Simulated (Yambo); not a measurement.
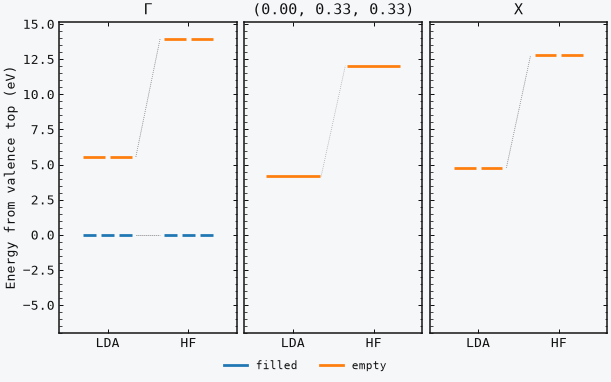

Levels at Γ, (0.00, 0.33, 0.33) and X in LDA and in HF, each set counted from its own valence top. Only the states that were corrected are drawn, so degenerate partners can be missing.

System: diamond-type C, space group Fd-3m, 2 atoms in the primitive cell; cubic a = 3.567 Å. Starting point: LDA, PseudoDojo 0.4.1 SR LDA standard, no spin polarisation, no spin-orbit coupling, 6×6×6 k mesh, 1116 eV cutoff, fixed occupations (Yambo). Many-body step: HF with cutoff of exchange and Vxc 82 Ry.

Question: What does HF do to the gap?

Answer: Over the k points that were corrected, the smallest gap goes from 4.16 eV in LDA (Γ to (0.00, 0.33, 0.33)) to 12.05 eV in HF (Γ to (0.00, 0.33, 0.33)), a change of +7.89 eV (+190 %).

Question: Is the correction a rigid shift of the empty levels?

Answer: Counted from the valence top, the lowest empty level moves by +8.40 eV at Γ, +7.89 eV at (0.00, 0.33, 0.33) and +8.02 eV at X; over the 16 points that were corrected the shifts run from +7.89 to +9.36 eV: a spread of 1.47 eV on a mean of 8.71 eV, so one scissor shift doesn't describe this level. Only two empty levels a point were corrected, so a higher one could drop under them. The top filled level also moves against the valence top, by −2.67 eV at (0.17, −0.50, −0.33).

```
           k point  LDA direct gap (eV)  HF direct gap (eV)
                 Γ                 5.56               13.96
(0.00, 0.33, 0.33)                 9.49               19.31
                 X                11.08               21.43
```

Hartree-Fock has no screening and overstates gaps by far. The k mesh is coarse (spacing up to 0.51 Å⁻¹), so the values aren't converged. At ambient pressure diamond is metastable; the stable form of carbon is graphite.
